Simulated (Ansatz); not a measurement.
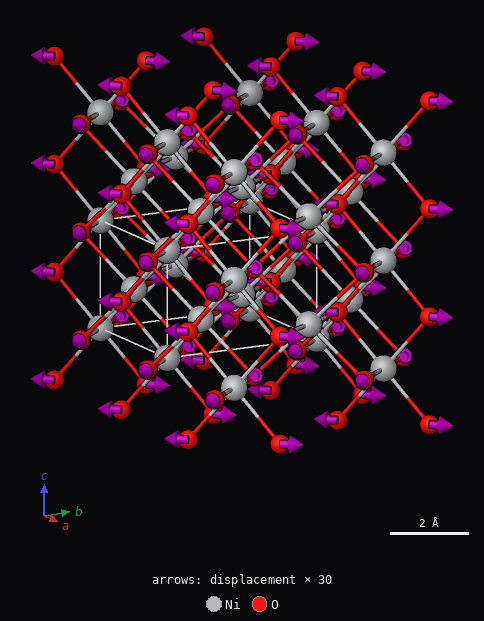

This is a relaxation of a crystal of Ni3O4 (set up in Cmmm). The starting structure is drawn; purple arrows show the displacements (the part carried along by the change of the cell is left out), magnified 30 times.

A ball-and-stick model of the cell of the calculation, repeated 2 × 1 × 2 with one cell outlined, seen slightly off an axis.

Case: volume × 0.97, shape and atoms relaxed.

The calculation used DFT PBEsol, scalar-relativistic, plane waves, PAW in Ansatz. Settings: plane-wave cutoff 420 eV; k-point mesh 8 × 8 × 12; occupations gaussian; smearing width 0.1 eV; no spin polarisation; cell relaxed at fixed volume; force threshold 0.01 eV/Å; at most 30 steps.

### Atoms of which element are displaced furthest, and by how much?

Oxygen: up to 0.023 Å, against 0.000 Å for nickel.

### What did the optimiser do to the structure, and how much energy did it gain?

The largest moves relative to the cell, 0.023 Å, are those of O atoms. Ni stays in place. The drawn cell changes at constant volume: a = b 4.844 → 4.840 Å (−0.1 %), c 2.819 → 2.831 Å (+0.4 %), γ 106.6° → 107.1°. Near-neighbour distances that change, for instance: Ni–O 1.842 → 1.862 Å, Ni–O 1.869 → 1.883 Å. The space group stays Cmmm (No. 65). After 4 accepted moves (6 points after the start) the energy has fallen by 1.8 meV per atom. The largest force component goes from 0.33 to 0.0042 eV/Å. The pressure goes from 7.34 to 5.21 GPa. At 2 points the geometry stayed and the basis and grid were re-selected for the new cell (energy shift of less than 0.05 meV per atom at most each time).
